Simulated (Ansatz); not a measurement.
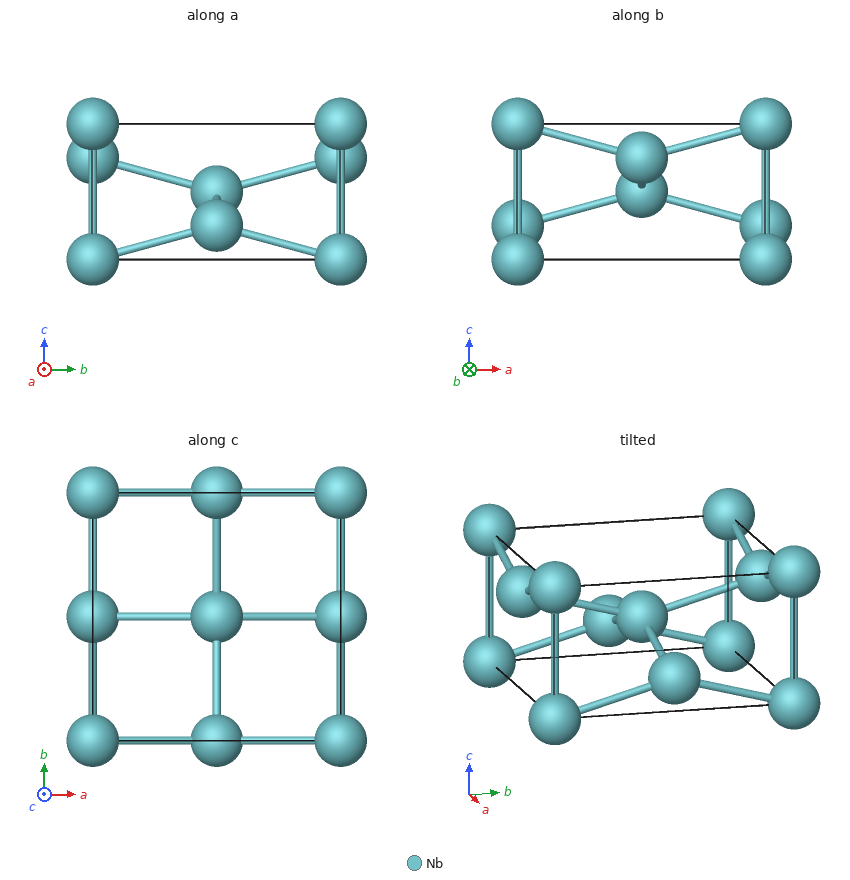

Drawn in the ball-and-stick manner and seen along the a axis, along the b axis, along the c axis and slightly off an axis. Thin lines show the conventional unit cell, with boundary atoms drawn in all their periodic places.

Lattice parameters: a = 5.181 Å, b = 5.181 Å, c = 2.831 Å, α = 90.00°, β = 90.00°, γ = 90.00°. Put a along x and b in the xy plane.

**Give the structure in the form of a POSCAR file.**

```
Nb
1.0
     5.181    0.000    0.000
     0.000    5.181    0.000
     0.000    0.000    2.831
Nb
4
Direct
  0.0000 0.0000 0.0000
  0.0000 0.5000 0.2500
  0.5000 0.5000 0.5000
  0.5000 0.0000 0.7500
```

The cell started as a structure type filled with this element by a generator (whether the element takes this form wasn't checked). The structure drawn was relaxed with Ansatz, DFT r2SCAN, scalar-relativistic, plane waves, PAW.
